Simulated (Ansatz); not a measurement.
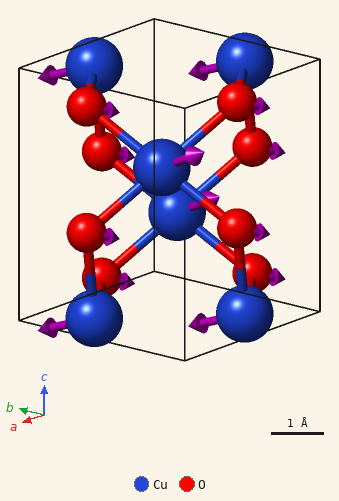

The lowest optical mode of a crystal of CuO, space group Cccm (No. 66), at the zone centre. The purple arrows give the relative displacements of the atoms. The picture is a ball-and-stick view of the conventional cell (2 times the calculation's cell), seen from a free direction. Lengths and directions refer to the drawn axes.

Theory: DFT PBE+U, scalar-relativistic, plane waves, PAW (Ansatz 0.2.0).

The input:
```yaml
crystal:
  lattice:
    - [2.0928547205, -2.0958357814, 0.0]
    - [2.0928547205, 2.0958357814, 0.0]
    - [0.0, 0.0, 5.1802137678]
  atoms:
    - { symbol: Cu, position: [0.0, 0.5, 0.0] }
    - { symbol: Cu, position: [0.5, 0.0, 0.5] }
    - { symbol: O, position: [0.5, 0.5, 0.25] }
    - { symbol: O, position: [0.5, 0.5, 0.75] }
basis:
  ecutwfc: 420
kpoints:
  mp_grid: { grid: [14, 14, 8] }
hamiltonian:
  xc: pbe
  hubbard: { sites: [{ species: Cu, l: d, u_eff: 4.0 }] }
scf:
  occupations: { method: fermi_dirac, width: 0.15 }
output:
  eigenvalues: true
phonons:
  method: dfpt
  eigenvectors: true
```

Launched with:
```bash
ansatz run input.yaml --threads 2 --pin off --max-ram 7168MiB --backend cpu --events-out ev --progress --plain --runs-dir out
```

The frequencies depend somewhat on the k-mesh and the smearing.

> Is this crystal at a minimum with respect to the drawn distortion?

Yes: this softest mode has a real frequency, and so have all others here. That speaks for this wave vector alone: the rest of the zone wasn't checked in this run. This is a doubly degenerate mode (one member of the set is drawn) at 4.88 THz, the lowest optical level. It mainly bends the Cu–O bonds; the kinetic energy is shared as Cu 94 %, O 6 %.
